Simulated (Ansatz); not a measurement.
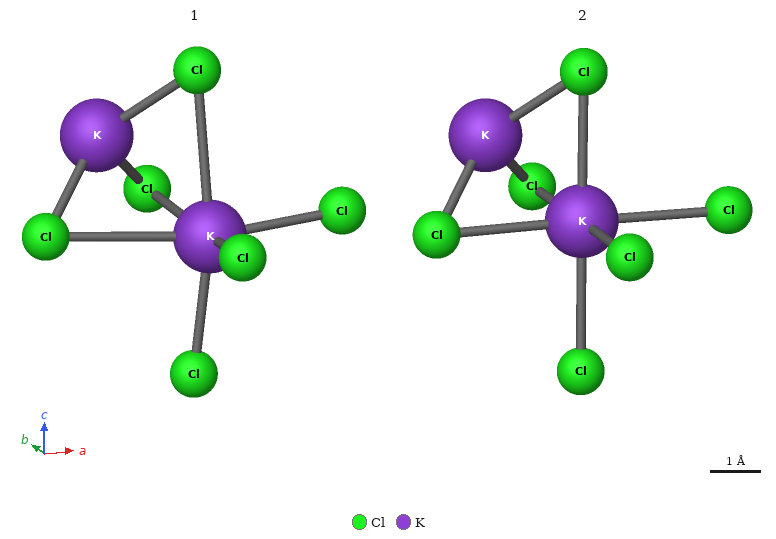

Two geometries of a defect cell of composition Cl₃₂K₃₃ (cell charge +1), drawn at one scale. One is the start of a relaxation, the other its converged end. A ball-and-stick model of the atoms within 4.2 Å of the atom that moves most (axes of the cell of the calculation (origin shifted)), seen slightly off an axis.

The calculation used DFT, PBEsol, PAW, plane waves (Ansatz 0.2.0). Set-up: plane-wave cutoff 420 eV; k-point mesh 1 × 1 × 1; mesh shifted by (0.25, 0.25, 0.25); no spin polarisation; atoms relaxed in a fixed cell; force threshold 0.03 eV/Å; at most 80 steps.

Q: Which geometry has the lower energy?

A: Structure 1 is the relaxed one. The atoms of the start lie slightly off their symmetric places, so part of the fall in energy undoes that. Over 3 geometry steps the energy falls by 1.333 eV per cell of the calculation. Largest force component: 1 eV/Å at the start, 0.0054 eV/Å at the end. The largest move is that of a K atom, 0.46 Å along [1 −1 −1]. Largest moves by element: K 0.46 Å, Cl 0.13 Å. The cell stays as it was. Near-neighbour distances that change, for instance: K–K 2.677 → 3.155 Å, Cl–K 3.099 → 3.450 Å, Cl–K 3.120 → 3.452 Å, Cl–K 3.135 → 2.933 Å. Among the angles between lasting bonds that change: Cl–K–Cl 179.6° → 168.0°, Cl–K–Cl 179.1° → 167.9°, Cl–K–Cl 89.6° → 99.6°.

Limits of the set-up: the cell is charged, on a uniform background, and energies carry no finite-size correction.
